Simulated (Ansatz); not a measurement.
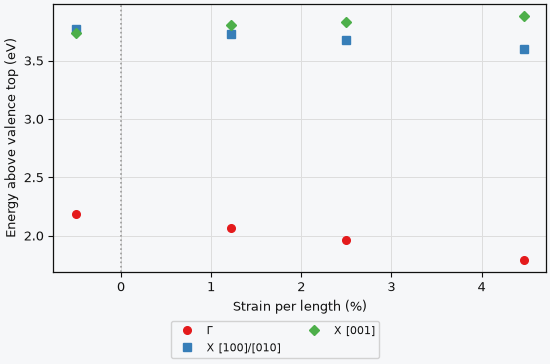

Lowest conduction level at each named k point, counted from the valence-band top at Γ. One run is left out (dotted line).

System: zincblende GaN, space group F-43m, 2 atoms in the primitive cell, relaxed with r2SCAN; unstrained, cubic a = 4.498 Å. The cell is strained along z with the other two lengths held; symmetry fixes the atoms. Points keep the names of the unstrained cell; those that the strain makes unlike carry their directions on the cubic axes x, y, z. Computed with Ansatz 0.2.0: r2SCAN, Ansatz PAW set, no spin polarisation, no spin-orbit coupling, 10×10×10 k mesh, 500 eV cutoff, fixed occupations.

| strain | Γ (eV) | X [100]/[010] (eV) | X [001] (eV) |
| --- | --- | --- | --- |
| −0.5 % | 2.19 | 3.77 | 3.74 |
| +1.22 % | 2.07 | 3.72 | 3.80 |
| +2.5 % | 1.96 | 3.67 | 3.84 |
| +4.47 % | 1.79 | 3.60 | 3.88 |

Estimate the values at 0 %.

Answer. Fits through the other points give 2.15 eV at Γ, 3.76 eV at X [100]/[010] and 3.76 eV at X [001] (straight lines). The run itself gives 2.17, 3.77 and 3.77 eV, within 0.02 eV of the estimates.

How does the strain split the X points of the conduction band?

Answer. Unstrained, the X points are equivalent. At +4.47 % the lowest conduction level is 3.60 eV at X [100]/[010] and 3.88 eV at X [001] above the valence top, a splitting of 0.28 eV, or 63 meV for each 1 % of strain on average.

The strain splits the threefold valence top at Γ, and levels count from its highest part. The PAW data sets were made with another functional. LDA, GGA and most meta-GGA functionals understate gaps. The usual form of GaN is wurtzite.
